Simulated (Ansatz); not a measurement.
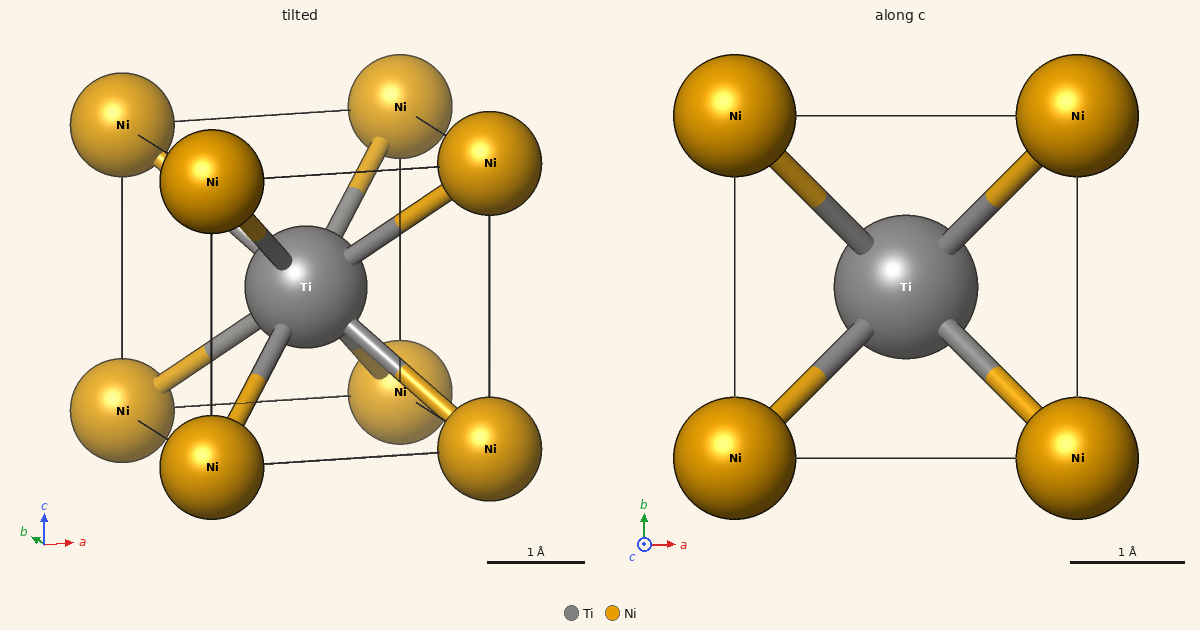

A ball-and-stick rendering, viewed slightly off an axis and along the c axis. Lines trace the edges of the conventional unit cell. Cell: a = 3.01 Å, b = 3.01 Å, c = 3.01 Å, α = 90.00°, β = 90.00°, γ = 90.00°.

The initial geometry was a structure listed in the Materials Project. Earlier steps of the study may have refined or changed the cell and positions. A calculation with Ansatz used it as input.

Question: Characterise what is shown.

Answer: Its composition is TiNi. Symmetry: Pm-3m (No. 221), primitive cubic lattice. This arrangement goes by the name caesium chloride (CsCl, B2) type. One cell contains 1 Ti, 1 Ni, 2 atoms in all. Each Ti has eight Ni in a cubic arrangement at about 2.6 Å. Ni is coordinated by eight Ti in a cubic arrangement at about 2.6 Å. Not all metal-metal contacts are counted. The bonds build a three-dimensional framework.

Results below were computed with DFT PBEsol, scalar-relativistic, plane waves, PAW (Ansatz 0.2.0); the settings were plane waves up to 420 eV, Brillouin-zone sampling on a 14×14×14 mesh, Gaussian smearing of 0.1 eV, no spin polarisation (a spin-restricted run, not always the ground state).

Question: Is the electronic structure metallic or gapped?

Answer: A metal: bands cross the Fermi level.

Question: Predict the Bader charges.

Answer: Ti +1.18 e; Ni -1.18 e.

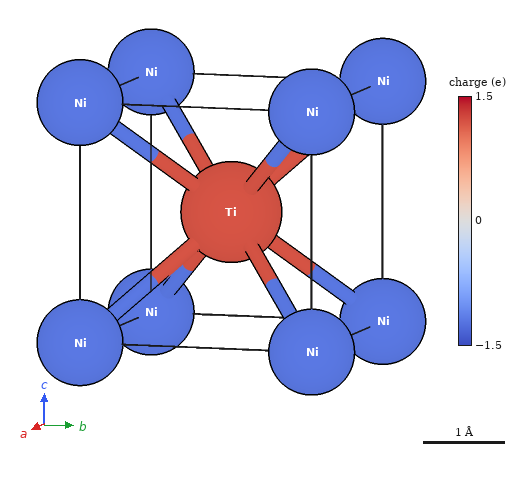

The atoms coloured by those charges. The run's cell of 2 atoms is drawn.

Question: Does this geometry sit at a stationary point of the energy?

Answer: No. All forces vanish to within 0.01 eV/Å. The pressure is -6.6 GPa, so the cell would contract.
